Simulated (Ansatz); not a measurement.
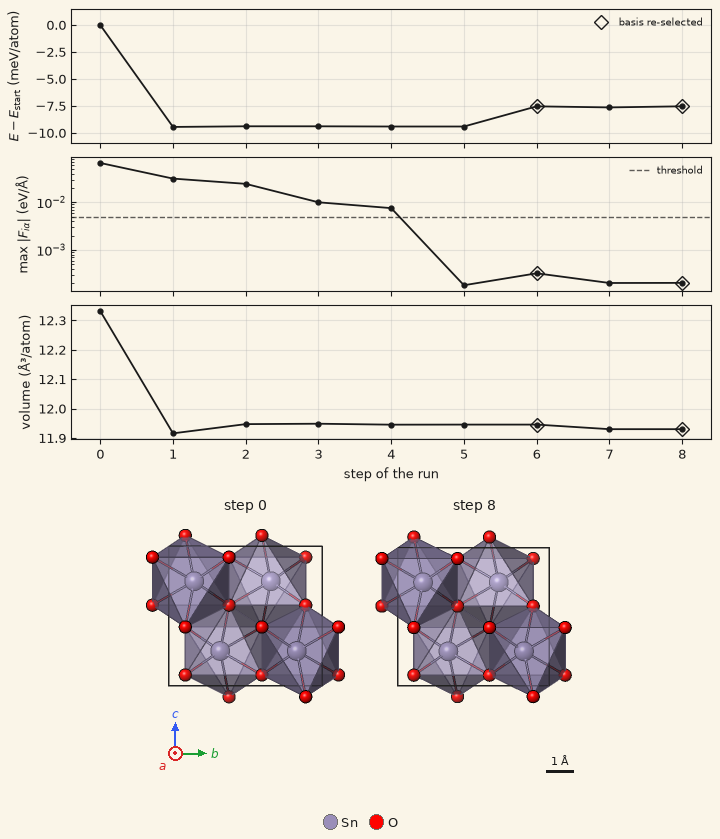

First and last geometry of a relaxation of a crystal of SnO₂ (built on the database structure type), with the history of the run. The picture is a polyhedral view of the cell of the calculation, seen along the a axis.

These are results of Ansatz 0.2.0, DFT, PBEsol, plane waves, PAW, not measurements. (plane-wave cutoff 420 eV; k-point mesh 6 × 4 × 4; occupations fermi dirac; smearing width 0.02 eV; no spin polarisation; cell and atoms relaxed; force threshold 0.005 eV/Å)

> What do the curves and the structures tell?

It converged. Over 6 accepted moves (8 points after the start) the energy falls by 7.5 meV per atom. Largest force component: 0.067 eV/Å at the start, 0.0002 eV/Å at the end. The pressure goes from −5.95 to −0.01 GPa. The SCF was repeated twice at an unchanged geometry on a basis and grid sized afresh for the cell, which shifted the energy by 1.9 meV per atom at most. The largest moves relative to the cell, 0.010 Å, are those of O atoms. Largest moves by element: O 0.010 Å, Sn 0.007 Å. Cell: a 4.789 → 4.743 Å (−1.0 %), b 5.824 → 5.751 Å (−1.3 %), c 5.306 → 5.248 Å (−1.1 %). Volume −3.3 %. Some distances before and after: O–Sn 2.064 → 2.041 Å, O–Sn 2.135 → 2.113 Å, O–Sn 2.088 → 2.069 Å. The space group stays Pbcn (No. 60).
